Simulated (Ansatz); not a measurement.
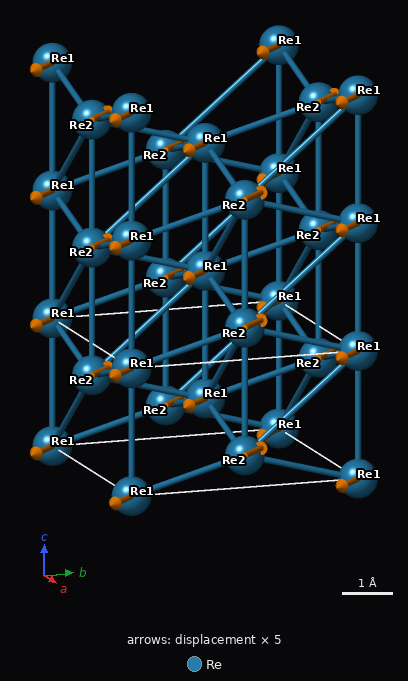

A relaxation of a crystal of Re (a generated structure, set up in I4_1/amd). The starting structure is drawn; orange arrows show the displacements (the part carried along by the change of the cell is left out), magnified 5 times.

The picture is a ball-and-stick view of the conventional cell (2 times the calculation's cell), repeated 1 × 1 × 3 with one cell outlined, seen slightly off an axis. Lengths and directions refer to the drawn axes.

Phase: beta-Sn type.

Theory: DFT, r2SCAN, plane waves (500 eV) with PAW, scalar-relativistic in Ansatz 0.2.0. (plane-wave cutoff 500 eV; k-point mesh 13 × 13 × 9; occupations fermi dirac; smearing width 0.1 eV; no spin polarisation; cell and atoms relaxed; force threshold 0.01 eV/Å; at most 60 steps)

What did the optimiser do to the structure, and how much energy did it gain?

The largest moves relative to the cell, 0.20 Å, are those of Re1 and Re2. Re2 goes along [−1 1 0]. Cell: a = b 4.837 → 5.244 Å (+8.4 %), c 2.641 → 2.759 Å (+4.5 %), α 90.0° → 105.3°, β 90.0° → 105.3°, γ 90.0° → 54.2°. Volume −4.9 %. Near-neighbour distances that change, for instance: Re1–Re1 3.666 → 2.759 Å, Re1–Re2 3.126 → 2.740 Å, Re1–Re2 (another image) 2.507 → 2.740 Å, Re1–Re1 (another image) 2.641 → 2.759 Å. New bonds form: Re1–Re1 (3.67 → 2.76 Å), Re2–Re2 (3.67 → 2.76 Å). The space group (tolerance 0.01 Å) goes from I4_1/amd (No. 141) to P6_3/mmc (No. 194). Over 20 accepted moves (22 points after the start) the energy falls by 2.269 eV per cell of the calculation. Largest force component: 0.011 eV/Å at the start, 0.0002 eV/Å at the end. The pressure goes from 17.02 to 0.00 GPa. The SCF was repeated twice at an unchanged geometry on a basis and grid sized afresh for the cell, which shifted the energy by 0.113 eV per cell of the calculation at most.
